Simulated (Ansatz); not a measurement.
## Two runs on GaN

System: GaN (Fm-3m, 2 atoms in the cell).
Method of run 1: DFT, r2SCAN, plane waves, PAW, no spin polarisation (Ansatz 0.2.0).

The structure was built on a prototype by a generator. The geometry comes from this level: r2SCAN (a point of a series of strains). Text and figures count atoms from 1; the logs count them from 0 in places.

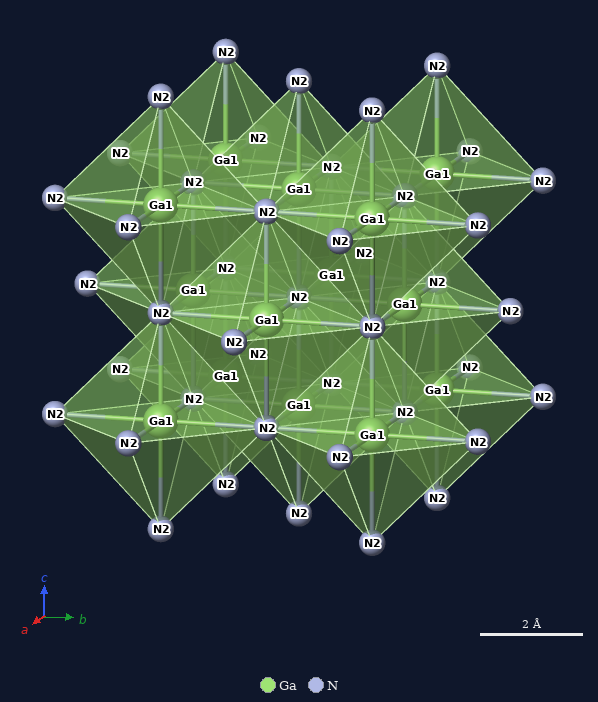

Fig. 1: The input geometry (polyhedral view of the cell 4 times as large as that of the calculation, set on its symmetry axes, seen slightly off an axis; polyhedra are completed across the faces of the cell; atoms are numbered from 1 in the order of the input).

**Input, run 1**
```yaml
crystal:
  lattice:
    - [0.0, 2.1753551668, 2.1753551668]
    - [2.1753551668, 0.0, 2.1753551668]
    - [2.1753551668, 2.1753551668, 0.0]
  atoms:
    - { symbol: Ga, position: [0.0, 0.0, 0.0] }
    - { symbol: "N", position: [0.5, 0.5, 0.5] }
kpoints:
  mp_grid: { grid: [10, 10, 10] }
  band_path:
    path:
      - [0.0, 0.0, 0.0]
      - [0.5, 0.0, 0.5]
      - [0.625, 0.25, 0.625]
      - [0.375, 0.375, 0.75]
      - [0.5, 0.5, 0.5]
      - [0.5, 0.25, 0.75]
      - [0.1875, 0.1875, 0.375]
    npoints: 1
hamiltonian:
  xc: r2scan
scf:
  occupations: { method: fermi_dirac, width: 0.02 }
  n_extra_bands: 4
output:
  forces: true
  stress: true
  eigenvalues: true
```

Launched with:
```bash
ansatz run input.yaml --threads 4 --pin off --max-ram 3686MiB --backend cpu --events-out ev --progress --plain --runs-dir out
```

Hardware: 4 threads of an x86-64 CPU, shared host.

**Output, shortened to warnings, some set-up lines, iterations and results (run 1)**
```
Basis set: ecut = 500 eV, 531 PW (Γ), exchange–correlation on 96×96×96 points (64 copies of the dense FFT grid, shifted against one another)
Symmetry: 48 space group operations
k-points: 47 of 1000
Initial density: superposition of atomic densities (neutral atoms: chi_scale 0, normalization atom), corrected by the library's trained network
[...]
SCF iter   1: F=—  HF=-4175.280974 eV  |F-HF|=—  |Δ(HF+E_count)|=         —  Δρ=1.68e-2  dr2=2.40e-2  dr2_τ=6.99e-2  ethr=1.77e-3  ⟨swp⟩=4.7  Hψ=3118  notcnv=0
SCF iter   2: F=—  HF=-4175.321167 eV  |F-HF|=—  |Δ(HF+E_count)|=   4.02e-2  Δρ=6.61e-3  dr2=3.68e-3  dr2_τ=1.32e-4  ethr=1.33e-4  ⟨swp⟩=2.2  Hψ=1611  notcnv=0
SCF iter   3: F=—  HF=-4175.321851 eV  |F-HF|=—  |Δ(HF+E_count)|=   6.84e-4  Δρ=3.31e-3  dr2=7.88e-4  dr2_τ=3.53e-5  ethr=2.05e-5  ⟨swp⟩=2.0  Hψ=1148  notcnv=0
SCF iter   4: F=—  HF=-4175.321834 eV  |F-HF|=—  |Δ(HF+E_count)|=   1.75e-5  Δρ=9.90e-4  dr2=2.20e-4  dr2_τ=4.75e-5  ethr=4.38e-6  ⟨swp⟩=2.0  Hψ=1176  notcnv=0
SCF iter   5: F=—  HF=-4175.321771 eV  |F-HF|=—  |Δ(HF+E_count)|=   6.32e-5  Δρ=1.60e-4  dr2=5.19e-6  dr2_τ=3.29e-7  ethr=1.22e-6  ⟨swp⟩=2.5  Hψ=931  notcnv=0
SCF iter   6: F=—  HF=-4175.321771 eV  |F-HF|=—  |Δ(HF+E_count)|=   5.93e-7  Δρ=1.29e-4  dr2=3.73e-6  dr2_τ=2.37e-7  ethr=2.88e-8  ⟨swp⟩=2.0  Hψ=880  notcnv=0
SCF iter   7: F=—  HF=-4175.321771 eV  |F-HF|=—  |Δ(HF+E_count)|=   6.53e-7  Δρ=6.72e-5  dr2=1.02e-6  dr2_τ=9.70e-9  ethr=2.07e-8  ⟨swp⟩=1.0  Hψ=611  notcnv=0
SCF iter   8: F=-4175.321770 eV  HF=-4175.321770 eV  |F-HF|=4.62e-8  |Δ(HF+E_count)|=   2.18e-7  Δρ=1.69e-5  dr2=6.61e-8  dr2_τ=5.98e-10  ethr=5.56e-10  ⟨swp⟩=3.0  Hψ=2222  …
SCF 1 converged in 8 iterations: F = -4175.321770 eV  dr2 = 6.61e-8
NSCF: frozen V_eff on 7 k-points
SCF converged after 8 iterations
Free energy (F): -4175.321770 eV
Harris-Foulkes:  -4175.321770 eV  (|F-HF|=4.62e-8)
Internal energy: -4175.321770 eV  (E = F + TS)
E sigma→0 (E₀):  -4175.321770 eV
Fermi energy:    11.757514 eV
--- Per-component energies (eV) ---
  E_band       = 12.025037
  E_kinetic    = 244.245475
  E_local      = -1742.342420  (includes V_loc(G=0)·N_el)
  E_nonlocal   = 478.933151
  E_hartree    = 812.000223
  E_xc         = -120.079447
  E_vxc        = -141.034038  (∫ρ·V_xc dr)
  E_paw        = -2141.021284  (= ΣΔE_a)
  E_vpaw       = -459.278815  (= ΣTr[D̂ρ^β])
  E_aug_tail   = -0.000018  (compensation charges beyond the density's cutoff)
  E_vtau       = 7.502859  (kinetic-family band-sum trace: ∫τ·v_τ [+ j·A + Jᵃ·Aᵃ] dr)
  E_ewald      = -1706.374816
  E_core_change = -0.682634  (= ΣΔE_core)
  E_smearing   = -0.000000  (= −TS)
  E_closure    = -0.000000  (closes the sum)
  Σ components = -4175.321770   (vs F -4175.321770, Δ=0.00e0)
--- Forces (eV/Å), atoms counted from 1 ---
  atom   1  Ga    -0.00000000    -0.00000000    -0.00000000
  atom   2  N      0.00000000     0.00000000     0.00000000
  max |Σ_I F_I| component: 7.46e-30 eV/Å
--- Stress (GPa, compression-positive) ---
      -18.442690      -0.000000       0.000000
       -0.000000     -18.442690       0.000000
       -0.000000      -0.000000     -18.442690
  P = ⅓ Tr σ = -18.4427 GPa (-184.427 kbar)
```

Run 2 used a changed input.

**The two runs side by side**

| quantity | run 1 | run 2 |
| --- | --- | --- |
| outcome | converged | converged |
| free energy per atom (eV) | −2087.6609 | −2083.4614 |
| gap on the mesh (eV) | 0.55 | 0.07 |
| pressure (GPa) | −18.44 | −10.48 |
| largest force (eV/Å) | 0.000 | 0.000 |
| SCF iterations | 8 | 6 |
| irreducible k-points | 47 | 47 |
| plane waves at Γ | 531 | 411 |

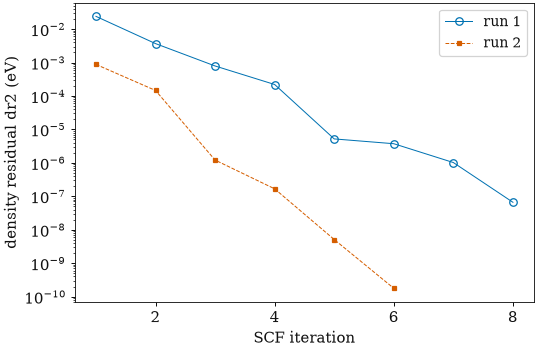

Fig. 2: Convergence of the two runs: density residual dr2 against the SCF iteration. Run 1 takes 8 iterations in all, and run 2 takes 6.

What was changed in the input?

The change (lines with − go, lines with + come):
```diff
-  xc: r2scan
+  xc: pbe
```

The total energies belong to different methods, so their difference says nothing on which is more stable or more accurate. The gap on the mesh goes from 0.55 to 0.07 eV. The pressure goes from −18.44 to −10.48 GPa. The functional changes from r2SCAN to PBE. The SCF takes 6 iterations against 8. The default cutoff goes from 500 to 420 eV with the change. The plane waves at Γ go from 531 to 411.

**Output, shortened to warnings, some set-up lines, iterations and results (run 2)**
```
Basis set: ecut = 420 eV, 411 PW (Γ), exchange–correlation on 48×48×48 points (8 copies of the dense FFT grid, shifted against one another)
Symmetry: 48 space group operations
k-points: 47 of 1000
Initial density: superposition of atomic densities (neutral atoms: chi_scale 0, normalization atom), corrected by the library's trained network
[...]
SCF iter   1: F=—  HF=-4166.922907 eV  |F-HF|=—  |Δ(HF+E_count)|=         —  Δρ=2.83e-3  dr2=8.78e-4  ethr=1.77e-3  ⟨swp⟩=4.6  Hψ=3108  notcnv=0
SCF iter   2: F=—  HF=-4166.922821 eV  |F-HF|=—  |Δ(HF+E_count)|=   8.61e-5  Δρ=1.30e-3  dr2=1.46e-4  ethr=4.88e-6  ⟨swp⟩=2.0  Hψ=1141  notcnv=0
SCF iter   3: F=—  HF=-4166.922842 eV  |F-HF|=—  |Δ(HF+E_count)|=   2.07e-5  Δρ=1.38e-4  dr2=1.21e-6  ethr=8.12e-7  ⟨swp⟩=2.0  Hψ=774  notcnv=0
SCF iter   4: F=—  HF=-4166.922842 eV  |F-HF|=—  |Δ(HF+E_count)|=   8.03e-8  Δρ=4.04e-5  dr2=1.67e-7  ethr=6.75e-9  ⟨swp⟩=2.0  Hψ=959  notcnv=0
SCF iter   5: F=-4166.922842 eV  HF=-4166.922842 eV  |F-HF|=5.18e-10  |Δ(HF+E_count)|=   2.70e-7  Δρ=6.81e-6  dr2=5.09e-9  ethr=9.29e-10  ⟨swp⟩=2.0  Hψ=1016  notcnv=0
SCF iter   6: F=-4166.922842 eV  HF=-4166.922842 eV  |F-HF|=3.38e-10  |Δ(HF+E_count)|=   2.03e-9  Δρ=1.32e-6  dr2=1.77e-10  ethr=2.83e-11  ⟨swp⟩=1.6  Hψ=1895  notcnv=0
SCF 1 converged in 6 iterations: F = -4166.922842 eV  dr2 = 1.77e-10
NSCF: frozen V_eff on 7 k-points
SCF converged after 6 iterations
Free energy (F): -4166.922842 eV
Harris-Foulkes:  -4166.922842 eV  (|F-HF|=3.38e-10)
Internal energy: -4166.922645 eV  (E = F + TS)
E sigma→0 (E₀):  -4166.922743 eV
Entropy (-TS):   -0.000197 eV (-0.098 meV/atom)
Fermi energy:    11.747828 eV
--- Per-component energies (eV) ---
  E_band       = 22.899806
  E_kinetic    = 244.448509
  E_local      = -1739.041022  (includes V_loc(G=0)·N_el)
  E_nonlocal   = 476.616275
  E_hartree    = 808.348419
  E_xc         = -127.309559
  E_vxc        = -132.372633  (∫ρ·V_xc dr)
  E_paw        = -2123.610309  (= ΣΔE_a)
  E_vpaw       = -443.447709  (= ΣTr[D̂ρ^β])
  E_aug_tail   = -0.000141  (compensation charges beyond the density's cutoff)
  E_ewald      = -1706.374816
  E_smearing   = -0.000197  (= −TS)
  E_closure    = 0.000000  (closes the sum)
  Σ components = -4166.922842   (vs F -4166.922842, Δ=0.00e0)
--- Forces (eV/Å), atoms counted from 1 ---
  atom   1  Ga    -0.00000000     0.00000000    -0.00000000
  atom   2  N      0.00000000    -0.00000000     0.00000000
  max |Σ_I F_I| component: 7.66e-30 eV/Å
--- Stress (GPa, compression-positive) ---
      -10.483991      -0.000000       0.000000
       -0.000000     -10.483991       0.000000
       -0.000000       0.000000     -10.483991
  P = ⅓ Tr σ = -10.4840 GPa (-104.840 kbar)
```

For run 1: The cell is under a tension of 18.4 GPa at this level, so it is not at its equilibrium volume. For run 2: The cell is under a tension of 10.5 GPa at this level, so it is not at its equilibrium volume.
